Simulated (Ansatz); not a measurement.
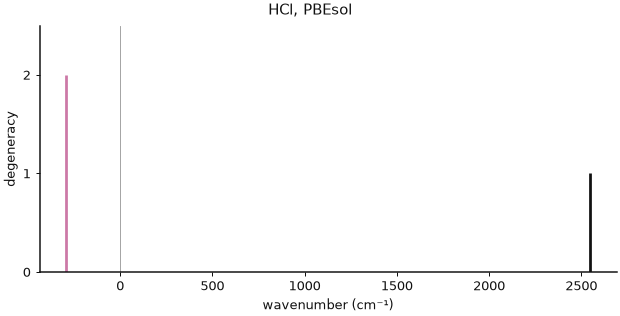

Plotted: zone-centre optical phonon frequencies (the three acoustic modes are left out) for HCl, space group I4mm (No. 107). Imaginary frequencies are drawn as negative.

Structure:
```
H Cl
1.0
    -1.45825    1.45825    2.08264
     1.45825   -1.45825    2.08264
     1.45825    1.45825   -2.08264
H Cl
1 1
Direct
  0.67707 0.67707 0.00000
  0.99093 0.99093 0.00000
```

Computed with Ansatz 0.2.0: harmonic phonon frequencies at the zone centre with atoms at rest in the given cell, without the long-range term of polar modes, the three translations left out, imaginary frequencies are negative; plane waves with PAW datasets, Γ-centred k mesh. Level: PBEsol, no spin polarisation.

- wave cutoff: 420 eV
- k mesh: 8×8×8
- occupations: fixed
- pressure: 42 GPa
- phonon method: linear response

Are there unstable modes?

Two modes are imaginary, the softest at 295.0i cm⁻¹, so the structure is dynamically unstable.

What is the highest frequency?

The highest mode lies at 2548.8 cm⁻¹ (without the field of polar modes).

Caveats: coarse k mesh; field response not converged on the k mesh; gap may have closed between mesh points.
